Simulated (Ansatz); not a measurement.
# Ti₁₂B: geometry relaxation (part 2 of 3)

Ti₁₂B (slab, 13 atoms in the cell); DFT LDA, scalar-relativistic, plane waves, PAW, PAW set soft_1, no spin polarisation (Ansatz 0.2.0); cutoff 420 eV, 6×6×1 k-mesh, Gaussian smearing of 0.1 eV. The structure derives from an entry of the Crystallography Open Database. The input holds or restrains some coordinates. Forces given for the steps count only the free coordinates.

Geometry of the input (Å; fractional positions):
```
5.6584  0.0000  0.0000
-2.8292  4.9003  0.0000
0.0000  0.0000  19.8826
Ti 0.3333  0.1667  0.2012
Ti 0.3333  0.6667  0.2012
Ti 0.8333  0.1667  0.2012
Ti 0.8333  0.6667  0.2012
Ti 0.1667  0.3333  0.3114
Ti 0.1667  0.8333  0.3114
Ti 0.6667  0.3333  0.3114
Ti 0.6667  0.8333  0.3114
Ti 0.0000  0.0000  0.4216
Ti -0.0000  0.5000  0.4216
Ti 0.5000  0.0000  0.4216
Ti 0.5000  0.5000  0.4216
B  0.0833  0.3333  0.5021
```

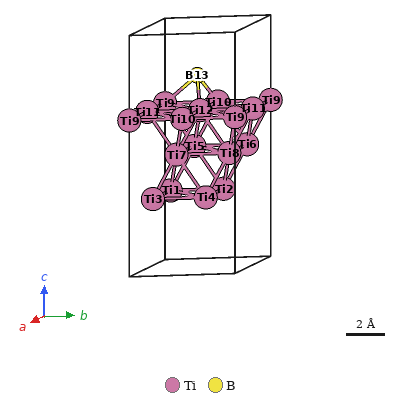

Fig. 1: The geometry at step 2 of the log (ball-and-stick view of the cell of the calculation, with the vacuum cut short, seen slightly off an axis; atoms are numbered from 1 in the order of the input).

What the program printed, continued
```
SCF iter   1: F=—  HF=-29543.779159 eV  |F-HF|=—  |Δ(HF+E_count)|=         —  Δρ=2.56e-3  dr2=2.34e-1  ethr=1.58e-3  p=-0.095 e·Å  D=-3.12e-2 V/Å  ΔV_dip=0.62 eV  dr2_dipole=7.10e-2  V_vac-E_F(+/−)=5.47/4.85 eV  ⟨swp⟩=2.0  Hψ=2322  notcnv=0  defer=17
efield: sawtooth ramp at fractional position 0.8316 (handed on by an earlier solve), width 0.0400; the density the first Hamiltonian is built on has a dipole p = -0.095 e·Å; the dipole correction subtracts the counter field D = -3.12e-2 V/Å, which shifts the + side's vacuum level by +0.62 eV against the − side's; the planar-averaged density in the ramp window peaks in size at 4.2e-6 e/Å³
preconditioner: auto → LDOS  [metal: Δε(μ)=0.008 eV  Ē_g=2.370 eV  σ=0.100 eV  W_gap=0.05  n_scr=78 (ndim 8)  ℏωp=11.3 eV  f_vac=0.549  D(μ)=22.43/eV (n_scr^D=190)  β→1.0]
SCF iter   2: F=—  HF=-29543.771520 eV  |F-HF|=—  |Δ(HF+E_count)|=   7.64e-3  Δρ=1.06e-3  dr2=7.35e-3  ethr=1.59e-4  p=-0.095 e·Å  D=-3.13e-2 V/Å  ΔV_dip=0.62 eV  dr2_dipole=1.29e-6  V_vac-E_F(+/−)=5.46/4.84 eV  ⟨swp⟩=2.0  Hψ=2143  notcnv=0  defer=29
SCF iter   3: F=—  HF=-29543.770963 eV  |F-HF|=—  |Δ(HF+E_count)|=   5.57e-4  Δρ=4.67e-4  dr2=3.32e-3  ethr=5.00e-6  p=-0.095 e·Å  D=-3.13e-2 V/Å  ΔV_dip=0.62 eV  dr2_dipole=3.90e-4  V_vac-E_F(+/−)=5.46/4.84 eV  ⟨swp⟩=3.0  Hψ=3185  notcnv=0  defer=29
SCF iter   4: F=—  HF=-29543.770641 eV  |F-HF|=—  |Δ(HF+E_count)|=   3.22e-4  Δρ=1.77e-4  dr2=5.64e-4  ethr=2.26e-6  p=-0.095 e·Å  D=-3.10e-2 V/Å  ΔV_dip=0.62 eV  dr2_dipole=9.13e-5  V_vac-E_F(+/−)=5.46/4.84 eV  ⟨swp⟩=2.0  Hψ=2201  notcnv=0  defer=29
SCF iter   5: F=—  HF=-29543.770603 eV  |F-HF|=—  |Δ(HF+E_count)|=   3.84e-5  Δρ=4.08e-5  dr2=2.82e-5  ethr=3.83e-7  p=-0.094 e·Å  D=-3.09e-2 V/Å  ΔV_dip=0.61 eV  dr2_dipole=2.71e-6  V_vac-E_F(+/−)=5.46/4.84 eV  ⟨swp⟩=2.0  Hψ=2263  notcnv=0  defer=29
SCF iter   6: F=-29543.770601 eV  HF=-29543.770602 eV  |F-HF|=1.47e-6  |Δ(HF+E_count)|=   8.13e-7  Δρ=1.45e-5  dr2=2.63e-6  ethr=9.90e-9  p=-0.094 e·Å  D=-3.08e-2 V/Å  ΔV_dip=0.61 eV  dr2_dipole=4.23e-8  V_vac-E_F(+/−)=5.45/4.84 eV  ⟨swp⟩=21.4  Hψ=18151  notcnv=0
SCF 3 converged in 6 iterations: F = -29543.770601 eV  dr2 = 2.63e-6
relax step   3: F+E_penalty+E_count = -29543.77060061 eV  Δ(F+E_penalty+E_count) = -1.039e-2 eV  max|allowed force component| = 3.305e-2 eV/Å  Δτ_max = 0.0460 Å  (6 SCF iters, dr2 threshold 1.46e-5 eV, accepted)
SCF iter   1: F=—  HF=-29543.770477 eV  |F-HF|=—  |Δ(HF+E_count)|=         —  Δρ=1.52e-4  dr2=8.66e-4  ethr=5.88e-6  p=-0.094 e·Å  D=-3.08e-2 V/Å  ΔV_dip=0.61 eV  dr2_dipole=2.88e-4  V_vac-E_F(+/−)=5.45/4.84 eV  ⟨swp⟩=1.0  Hψ=2220  notcnv=0
efield: sawtooth ramp at fractional position 0.8316 (handed on by an earlier solve), width 0.0400; the density the first Hamiltonian is built on has a dipole p = -0.094 e·Å; the dipole correction subtracts the counter field D = -3.08e-2 V/Å, which shifts the + side's vacuum level by +0.61 eV against the − side's; the planar-averaged density in the ramp window peaks in size at 4.2e-6 e/Å³
preconditioner: auto → LDOS  [metal: Δε(μ)=0.016 eV  Ē_g=2.366 eV  σ=0.100 eV  W_gap=0.09  n_scr=78 (ndim 8)  ℏωp=11.3 eV  f_vac=0.549  D(μ)=23.05/eV (n_scr^D=214)  β→1.0]
SCF iter   2: F=—  HF=-29543.770448 eV  |F-HF|=—  |Δ(HF+E_count)|=   2.93e-5  Δρ=5.35e-5  dr2=1.70e-5  ethr=5.89e-7  p=-0.094 e·Å  D=-3.07e-2 V/Å  ΔV_dip=0.61 eV  dr2_dipole=8.61e-7  V_vac-E_F(+/−)=5.45/4.84 eV  ⟨swp⟩=1.8  Hψ=2076  notcnv=0
SCF iter   3: F=—  HF=-29543.770654 eV  |F-HF|=—  |Δ(HF+E_count)|=   2.06e-4  Δρ=3.01e-5  dr2=1.07e-5  ethr=1.15e-8  p=-0.093 e·Å  D=-3.07e-2 V/Å  ΔV_dip=0.61 eV  dr2_dipole=9.80e-7  V_vac-E_F(+/−)=5.45/4.84 eV  ⟨swp⟩=3.0  Hψ=3492  notcnv=0
SCF iter   4: F=—  HF=-29543.770653 eV  |F-HF|=—  |Δ(HF+E_count)|=   1.06e-6  Δρ=4.63e-6  dr2=1.77e-7  ethr=7.26e-9  p=-0.093 e·Å  D=-3.07e-2 V/Å  ΔV_dip=0.61 eV  dr2_dipole=2.65e-9  V_vac-E_F(+/−)=5.45/4.84 eV  ⟨swp⟩=2.0  Hψ=2331  notcnv=0
SCF iter   5: F=-29543.770653 eV  HF=-29543.770653 eV  |F-HF|=1.17e-8  |Δ(HF+E_count)|=   1.21e-7  Δρ=1.64e-6  dr2=1.91e-8  ethr=6.80e-11  p=-0.093 e·Å  D=-3.07e-2 V/Å  ΔV_dip=0.61 eV  dr2_dipole=9.22e-14  V_vac-E_F(+/−)=5.45/4.84 eV  ⟨swp⟩=14.7  Hψ=13402  notcnv=0
SCF 4 converged in 5 iterations: F = -29543.770653 eV  dr2 = 1.91e-8
relax step   4: F+E_penalty+E_count = -29543.77065337 eV  Δ(F+E_penalty+E_count) = -5.276e-5 eV  max|allowed force component| = 2.112e-3 eV/Å  Δτ_max = 0.0028 Å  (5 SCF iters, accepted)
WARN: The output density's exchange-correlation potential varies sharply where the density is thin. Do not read a vacuum level from v_tot or v_xc, or from such a field of the output density. On a cell that repeats whose density bears no net charge and no dipole along the vacuum's axis use v_es (v_loc + v_h of the components); under efield.dipole_correction with no amplitude use v_es + v_field, which holds any external_charges[].barrier, or the levels of the report's work_function block, which leave it out; under a non-zero efield.amplitude the vacuum is tilted and has no level; on a cell that repeats and bears such a dipole with no correction it is tilted too, and efield.dipole_correction with no amplitude gives each side of its ramp a level where efield: is served; in a cell that repeats whose density bears a net charge (total_charge, or a fill off its count) it is curved and has none; of a slab under crystal.periodic whose density bears no net charge use v_es, which has a level on each side, short of where the two are joined; of another it falls or rises all the way out and has none; of a slab beside external_charges read slab_vacuum_level instead, which it has where they leave it neutral. The grid or the basis barely resolves most such structure, and the values can differ between equally converged runs; as a rule a tighter scf.convergence.dr2_threshold does not remove it. Where the density itself ripples (under the LDA too) a higher basis.ecutwfc lessens it. The files hold the spikes' plane waves up to the density's cutoff. Files: v_tot_of_output_density and the like, and their columns of v_z.tsv (output.write_potential); v_xc_of_output_density and the like, and their columns of v_comp_z.tsv (output.write_potential_components). Measured: with its Gaussian average of σ = 0.25 Å subtracted twice, the exchange-correlation potential is over 0.1 eV at 218 of the grid points where the equally averaged density (valence and model cores) is under 1e-3 e/Å³, and 0.211 eV at the most among them, at an averaged density of 8.3e-6 e/Å³. The input density's (outcome.potential() and, of a run that writes arrays, v_tot and v_xc) is over 0.1 eV, so measured, at 217 points of its own thin density, 0.210 eV at the most. See output.write_potential in the manual, Limitations
SCF converged after 5 iterations
Free energy (F): -29543.770653 eV
Harris-Foulkes:  -29543.770653 eV  (|F-HF|=1.17e-8)
Internal energy: -29543.655567 eV  (E = F + TS)
E sigma→0 (E₀):  -29543.713110 eV
Entropy (-TS):   -0.115086 eV (-8.853 meV/atom)
Fermi energy:    1.906407 eV
Dipole field:    D = -0.030682 V/Å  (p = -0.093479 e·Å, saw-weighted, corrected)
Work function:   Φ+ = 5.4513 eV   Φ− = 4.8412 eV
Levels:          The Fermi level and band energies are counted from a zero that moves with the ramp; work functions are not
--- Per-component energies (eV) ---
  E_band       = -3485.118827
  E_kinetic    = 3440.481460
  E_local      = -115294.698278  (includes V_loc(G=0)·N_el)
  E_nonlocal   = 798.304536
  E_hartree    = 55732.906475
  E_xc         = -1411.437485
  E_vxc        = -1775.452397  (∫ρ·V_xc dr)
  E_paw        = -12006.703592  (= ΣΔE_a)
  E_vpaw       = -2116.296232  (= ΣTr[D̂ρ^β])
  E_aug_tail   = -0.000942  (compensation charges beyond the density's cutoff)
  E_efield     = 0.001434  (sawtooth field / dipole correction)
  E_vefield    = -3.268339  (∫n·V_field dr)
  E_ewald      = 39193.533582
  E_core_change = 3.957243  (= ΣΔE_core)
  E_smearing   = -0.115086  (= −TS)
  E_closure    = -0.000000  (closes the sum)
  Σ components = -29543.770653   (vs F -29543.770653, Δ=0.00e0)
--- Forces (eV/Å), atoms counted from 1 ---
  atom   1  Ti    -0.06050433     0.06087428     0.08623890
  atom   2  Ti     0.00743406    -0.06709484     0.09693641
  atom   3  Ti     0.01931094     0.02695162     0.07552176
  atom   4  Ti    -0.00910267    -0.00350069     0.10883926
  atom   5  Ti     0.22644659    -0.04484689    -0.77283554
  atom   6  Ti     0.06071463     0.09665328    -0.33290995
  atom   7  Ti    -0.11644132    -0.10888554    -0.26072332
  atom   8  Ti    -0.10498944    -0.01717491    -0.23293576
  atom   9  Ti    -0.11798246     0.47636909     0.61211397
  atom  10  Ti    -1.15365002     0.80799824    -1.30986575
  atom  11  Ti     0.53035828     0.17966101     0.96069815
  atom  12  Ti    -1.01112373    -0.58492687     0.96708130
  atom  13  B      1.72954445    -0.82208626     0.00211166
  max |Σ_I F_I| component: 2.71e-4 eV/Å
--- Band table (eV; the first three rows and the last of 20) ---
  k-point 0: bands = ["-54.2338", "-54.2019", "-54.0913", "-54.0767", "-54.0733", "-54.0684", "-53.9397", "-53.8713", "-53.7875", "-53.7818", "-53.7646", "-53.5872", "-31.1515", "-31.1375", "-31.1294", "-31.1135", "-31.0553", "-31.0110", "-30.9993", "-30.9715", "-30.9642", "-30.9363", "-30.8259", "-30.7183", "-30.6450", "-30.5975", "-30.5682", "-30.5642", "-30.5599", "-30.5278", "-30.5180", "-30.4955", "-30.4702", "-30.4025", "-30.3951", "-30.3917", "-30.3802", "-30.3275", "-30.3007", "-30.2518", "-30.2389", "-30.2342", "-30.2052", "-30.1267", "-30.1204", "-30.0884", "-30.0646", "-30.0480", "-4.2501", "-3.2345", "-1.7535", "-0.9624", "-0.8067", "-0.7922", "-0.7193", "-0.6117", "-0.5498", "-0.4561", "-0.1516", "-0.0936", "-0.0084", "0.1064", "0.1278", "0.1512", "0.7657", "0.9379", "1.0201", "1.5900", "1.7583", "1.8097", "1.9168", "2.3270", "2.3979", "2.4982", "2.6140", "2.6236", "2.6892", "2.7231", "2.7420", "2.7886", "2.7925", "2.8255", "2.8304", "2.8868", "2.9531", "3.0319", "3.1165", "3.2086", "3.3670"]
  k-point 1: bands = ["-54.2298", "-54.1941", "-54.0927", "-54.0829", "-54.0745", "-54.0699", "-53.9396", "-53.8665", "-53.7910", "-53.7834", "-53.7659", "-53.5878", "-31.1217", "-31.1121", "-31.1003", "-31.0918", "-31.0247", "-30.9937", "-30.9750", "-30.9528", "-30.9419", "-30.9070", "-30.8249", "-30.7315", "-30.6623", "-30.6128", "-30.5926", "-30.5817", "-30.5553", "-30.5492", "-30.5145", "-30.4863", "-30.4700", "-30.4455", "-30.4149", "-30.4030", "-30.3793", "-30.3203", "-30.3017", "-30.2671", "-30.2466", "-30.2395", "-30.2122", "-30.1491", "-30.1253", "-30.1047", "-30.0861", "-30.0593", "-4.1049", "-3.0846", "-1.6121", "-0.8316", "-0.8014", "-0.6818", "-0.6649", "-0.5965", "-0.4595", "-0.3604", "-0.0276", "0.0733", "0.1482", "0.2125", "0.2360", "0.2600", "0.7861", "0.9651", "1.0761", "1.4647", "1.7383", "1.7768", "1.8823", "2.2531", "2.3066", "2.3211", "2.3761", "2.5287", "2.5869", "2.6091", "2.6682", "2.7439", "2.7576", "2.8074", "2.8285", "2.9068", "2.9282", "2.9521", "2.9955", "3.0984", "3.2283"]
  k-point 2: bands = ["-54.2221", "-54.1718", "-54.1071", "-54.0945", "-54.0749", "-54.0705", "-53.9398", "-53.8529", "-53.8053", "-53.7842", "-53.7673", "-53.5890", "-31.0690", "-31.0536", "-31.0475", "-31.0043", "-30.9606", "-30.9504", "-30.9143", "-30.9009", "-30.8895", "-30.8436", "-30.8120", "-30.7590", "-30.7077", "-30.6764", "-30.6477", "-30.6289", "-30.6011", "-30.5666", "-30.5238", "-30.5171", "-30.4622", "-30.4478", "-30.4362", "-30.4248", "-30.3681", "-30.3474", "-30.3222", "-30.2994", "-30.2787", "-30.2351", "-30.2282", "-30.2071", "-30.1612", "-30.1341", "-30.1004", "-30.0717", "-3.7800", "-2.6593", "-1.3398", "-1.1724", "-0.6099", "-0.3880", "-0.3706", "-0.3101", "-0.1998", "-0.1176", "0.2078", "0.3944", "0.4933", "0.5289", "0.5410", "0.6070", "0.8521", "1.0089", "1.1734", "1.3733", "1.5059", "1.5835", "1.6578", "1.8009", "1.8854", "1.9772", "2.0555", "2.1909", "2.3082", "2.3340", "2.4051", "2.4568", "2.5181", "2.5722", "2.6367", "2.6999", "2.8713", "2.9107", "2.9705", "3.0296", "3.0679"]
  k-point 19: bands = ["-54.2163", "-54.1429", "-54.1366", "-54.1002", "-54.0765", "-54.0693", "-53.9364", "-53.8394", "-53.8218", "-53.7819", "-53.7690", "-53.5900", "-31.0439", "-31.0137", "-31.0004", "-30.9749", "-30.9124", "-30.8963", "-30.8793", "-30.8616", "-30.8490", "-30.8070", "-30.7687", "-30.7639", "-30.7560", "-30.7238", "-30.7135", "-30.7018", "-30.6543", "-30.5890", "-30.5692", "-30.4872", "-30.4705", "-30.4516", "-30.4269", "-30.3744", "-30.3713", "-30.3591", "-30.3415", "-30.3203", "-30.3143", "-30.2701", "-30.2380", "-30.2028", "-30.1775", "-30.1401", "-30.1051", "-30.0905", "-3.5768", "-2.0932", "-1.9154", "-0.9440", "-0.6169", "-0.1672", "-0.1398", "-0.0267", "-0.0030", "0.1010", "0.2736", "0.4475", "0.6656", "0.8052", "0.8282", "0.8806", "0.9548", "1.0455", "1.2030", "1.3181", "1.3845", "1.4562", "1.4722", "1.5706", "1.6203", "1.7535", "1.8828", "1.8877", "1.9140", "2.0274", "2.1593", "2.2195", "2.2970", "2.4091", "2.5442", "2.6017", "2.6697", "2.7607", "3.0318", "3.1023", "3.1082"]
--- Relaxed structure (4 steps of the walk, 4 accepted, 0 SCFs on fresh bases) ---
  F+E_penalty+E_count = -29543.77065337 eV   max|allowed force component| = 2.112e-3 eV/Å
  atoms:
    - { symbol: Ti, position: [0.3333333333, 0.1666666667, 0.2011804326] }
    - { symbol: Ti, position: [0.3333333333, 0.6666666667, 0.2011804326] }
    - { symbol: Ti, position: [0.8333333333000001, 0.1666666667, 0.2011804326] }
    - { symbol: Ti, position: [0.8333333333, 0.6666666667, 0.2011804326] }
    - { symbol: Ti, position: [0.1666666667, 0.3333333333, 0.31139661170000005] }
    - { symbol: Ti, position: [0.16666666669999994, 0.8333333332999999, 0.31139661170000005] }
    - { symbol: Ti, position: [0.6666666667, 0.3333333333, 0.31139661170000005] }
    - { symbol: Ti, position: [0.6666666666999999, 0.8333333332999999, 0.31139661170000005] }
    - { symbol: Ti, position: [0.0, 0.0, 0.4216062564] }
    - { symbol: Ti, position: [-2.7755575615628914e-17, 0.49999999999999994, 0.4216062564] }
    - { symbol: Ti, position: [0.5, 0.0, 0.4216062564] }
    - { symbol: Ti, position: [0.5, 0.49999999999999994, 0.4216062564] }
    - { symbol: B, position: [0.0833333333, 0.3333333333, 0.49548387251697656] }
```

Trajectory as extended XYZ (Å, eV, eV/Å), 4 frames, from step=1 to step=4
```
13
Lattice="5.6584 0.0000 0.0000 -2.8292 4.9003 0.0000 0.0000 0.0000 19.8826" Properties=species:S:1:pos:R:3:forces:R:3 step=1 energy=-29543.68037
Ti    1.4146    0.8167    4.0000   -0.0479   0.0515   0.0847
Ti    0.0000    3.2669    4.0000    0.0101  -0.0445   0.0943
Ti    4.2438    0.8167    4.0000    0.0024   0.0113   0.0635
Ti    2.8292    3.2669    4.0000   -0.0171  -0.0014   0.1004
Ti    0.0000    1.6334    6.1914    0.1972  -0.0348  -0.6996
Ti   -1.4146    4.0836    6.1914    0.0599   0.0842  -0.3505
Ti    2.8292    1.6334    6.1914   -0.0913  -0.0932  -0.2725
Ti    1.4146    4.0836    6.1914   -0.0922  -0.0138  -0.2495
Ti    0.0000    0.0000    8.3826   -0.1712   0.6979   0.8700
Ti   -1.4146    2.4502    8.3826   -0.4569   0.2366  -0.3424
Ti    2.8292    0.0000    8.3826    0.4963   0.1496   0.9721
Ti    1.4146    2.4502    8.3826   -0.9998  -0.5675   1.0387
B    -0.4715    1.6334    9.9826    1.1108  -0.4760  -1.3083
13
Lattice="5.6584 0.0000 0.0000 -2.8292 4.9003 0.0000 0.0000 0.0000 19.8826" Properties=species:S:1:pos:R:3:forces:R:3 step=2 energy=-29543.76021
Ti    1.4146    0.8167    4.0000   -0.0566   0.0578   0.0864
Ti    0.0000    3.2669    4.0000    0.0078  -0.0603   0.0961
Ti    4.2438    0.8167    4.0000    0.0141   0.0224   0.0712
Ti    2.8292    3.2669    4.0000   -0.0113  -0.0030   0.1065
Ti    0.0000    1.6334    6.1914    0.2171  -0.0415  -0.7483
Ti   -1.4146    4.0836    6.1914    0.0610   0.0939  -0.3408
Ti    2.8292    1.6334    6.1914   -0.1088  -0.1044  -0.2659
Ti    1.4146    4.0836    6.1914   -0.1016  -0.0159  -0.2398
Ti    0.0000    0.0000    8.3826   -0.1389   0.5638   0.7103
Ti   -1.4146    2.4502    8.3826   -0.8900   0.5907  -0.9528
Ti    2.8292    0.0000    8.3826    0.5193   0.1695   0.9681
Ti    1.4146    2.4502    8.3826   -1.0125  -0.5819   0.9977
B    -0.4715    1.6334    9.8947    1.4997  -0.6908  -0.4826
13
Lattice="5.6584 0.0000 0.0000 -2.8292 4.9003 0.0000 0.0000 0.0000 19.8826" Properties=species:S:1:pos:R:3:forces:R:3 step=3 energy=-29543.77060
Ti    1.4146    0.8167    4.0000   -0.0609   0.0612   0.0858
Ti    0.0000    3.2669    4.0000    0.0076  -0.0677   0.0968
Ti    4.2438    0.8167    4.0000    0.0198   0.0272   0.0757
Ti    2.8292    3.2669    4.0000   -0.0091  -0.0035   0.1088
Ti    0.0000    1.6334    6.1914    0.2267  -0.0449  -0.7743
Ti   -1.4146    4.0836    6.1914    0.0608   0.0965  -0.3321
Ti    2.8292    1.6334    6.1914   -0.1166  -0.1091  -0.2601
Ti    1.4146    4.0836    6.1914   -0.1053  -0.0172  -0.2326
Ti    0.0000    0.0000    8.3826   -0.1168   0.4713   0.6063
Ti   -1.4146    2.4502    8.3826   -1.1705   0.8218  -1.3327
Ti    2.8292    0.0000    8.3826    0.5312   0.1804   0.9604
Ti    1.4146    2.4502    8.3826   -1.0116  -0.5854   0.9655
B    -0.4715    1.6334    9.8487    1.7445  -0.8306   0.0331
13
Lattice="5.6584 0.0000 0.0000 -2.8292 4.9003 0.0000 0.0000 0.0000 19.8826" Properties=species:S:1:pos:R:3:forces:R:3 step=4 energy=-29543.77065
Ti    1.4146    0.8167    4.0000   -0.0605   0.0609   0.0862
Ti    0.0000    3.2669    4.0000    0.0074  -0.0671   0.0969
Ti    4.2438    0.8167    4.0000    0.0193   0.0270   0.0755
Ti    2.8292    3.2669    4.0000   -0.0091  -0.0035   0.1088
Ti    0.0000    1.6334    6.1914    0.2264  -0.0448  -0.7728
Ti   -1.4146    4.0836    6.1914    0.0607   0.0967  -0.3329
Ti    2.8292    1.6334    6.1914   -0.1164  -0.1089  -0.2607
Ti    1.4146    4.0836    6.1914   -0.1050  -0.0172  -0.2329
Ti    0.0000    0.0000    8.3826   -0.1180   0.4764   0.6121
Ti   -1.4146    2.4502    8.3826   -1.1537   0.8080  -1.3099
Ti    2.8292    0.0000    8.3826    0.5304   0.1797   0.9607
Ti    1.4146    2.4502    8.3826   -1.0111  -0.5849   0.9671
B    -0.4715    1.6334    9.8515    1.7295  -0.8221   0.0021
```

Key numbers

| quantity | value |
| --- | --- |
| outcome | converged under the restraints of the input |
| electrons treated | 147 |
| free energy | −29543.7707 eV |
| work function, top face | 5.45 eV |
| work function, bottom face | 4.84 eV |
| Fermi energy | 1.906 eV |
| gap on the k-point mesh | none (metallic) |
| final volume | 551.31 Å³ |
| work function (upper face) | 5.45 eV |
| largest force (length of the vector) at the end, held atoms and coordinates included | 1.923 eV/Å |
| hardware | 2 threads of Intel Xeon (Granite Rapids), 144 GiB of memory available, shared host |
| wall time | 1.8 min (CPU time 3.6 min) |
| peak memory | 1.4 GiB |
